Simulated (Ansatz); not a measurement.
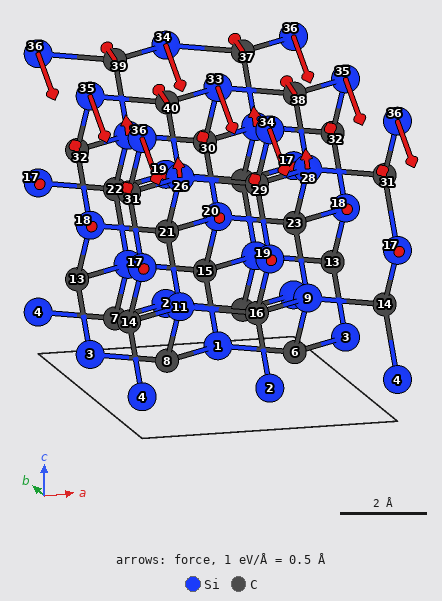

Starting geometry of a slab of composition SiC (cut from the F-43m phase) with the computed forces as red arrows. A ball-and-stick model of the cell of the calculation, outlined in the plane, without the vacuum (origin shifted), seen slightly off an axis.

Case: clean slab, lower planes held. The slab is the (1 1 0) face of SiC. 16 atoms are held fixed.

Method: DFT PBE, scalar-relativistic, plane waves, PAW in Ansatz 0.2.0. Settings: plane-wave cutoff 420 eV; k-point mesh 3 × 2 × 1; occupations gaussian; smearing width 0.05 eV; no spin polarisation; dipole correction; atoms relaxed in a fixed cell; force threshold 0.03 eV/Å; at most 70 steps.

Is this structure relaxed? If not, where do the atoms go?

It isn't relaxed: the largest force vector, on Si atoms, is 3.28 eV/Å. The final displacements follow the starting forces only in part (cosine between the two patterns 0.81). The largest moves, 0.35 Å, are those of Si atoms. By element the largest moves are Si 0.35 Å, C 0.03 Å. The lattice vectors keep their values. Near-neighbour distances that change, for instance: Si–Si 3.097 → 2.794 Å, C–Si 1.896 → 1.784 Å, C–Si 1.896 → 1.944 Å, C–Si 1.896 → 1.858 Å. Among the angles between lasting bonds that change: Si–C–Si 109.5° → 97.9°, Si–C–Si 109.5° → 120.5°, C–Si–C 109.5° → 120.5°. After 4 accepted moves (5 points after the start) the energy has fallen by 2.635 eV per cell of the calculation. The largest force component goes from 2.9 to 0.016 eV/Å. 1 step only repeated the SCF at the same geometry. Cost: 95 s on 4 threads of Intel(R) Xeon(R) Platinum 8375C CPU @ 2.90GHz (Ice Lake), on a shared host, peak memory 2.4 GiB.
